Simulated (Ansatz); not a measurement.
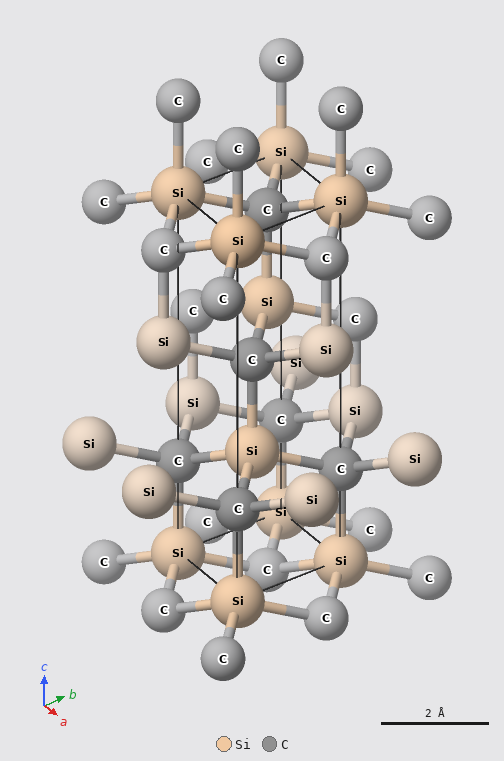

Ball-and-stick representation of a periodic structure, projected slightly off an axis. The conventional unit cell is drawn as a box. Atoms outside the box are added where they are bonded to one inside, in fainter colours.

SiC, space group R3m (No. 160), a = 3.080 Å, b = 3.080 Å, c = 7.095 Å, α = 90.00°, β = 90.00°, γ = 120.00°. Origin of the cell: a structure type filled with these elements by a generator (whether the compound takes this form wasn't checked). The cell was then strained or its atoms displaced on purpose. A calculation with Ansatz used it as input.

This one geometry was computed with Ansatz (DFT, plane waves, PAW) at three levels of theory: r2SCAN, PBE and HSE06. It was relaxed with r2SCAN and then strained.

Question: Which level gives the highest pressure at this volume, and what does that say about its equilibrium volume?

Answer: Highest: PBE (19.5 GPa), which points to the largest equilibrium volume. Lowest, with the smallest volume: HSE06 (14.9 GPa). Levels within 0.5 GPa of each other can't be told apart.

Question: How does the band gap change with the level of theory?

Answer: PBE: a gap of 0.76 eV, indirect; r2SCAN: a gap of 1.10 eV, indirect; HSE06: a gap of 1.64 eV, indirect.

Question: Collect the results in a table.

Answer:
| level | cutoff (eV) | k-mesh of the run's cell | gap (eV) | pressure (GPa) |
| --- | --- | --- | --- | --- |
| r2SCAN | 500 | 10×10×10 | 1.10 | 16.1 |
| PBE | 420 | 10×10×10 | 0.76 | 19.5 |
| HSE06 | 420 | 8×8×8 | 1.64 | 14.9 |

Gaps are taken on the k-mesh or band path of each run.
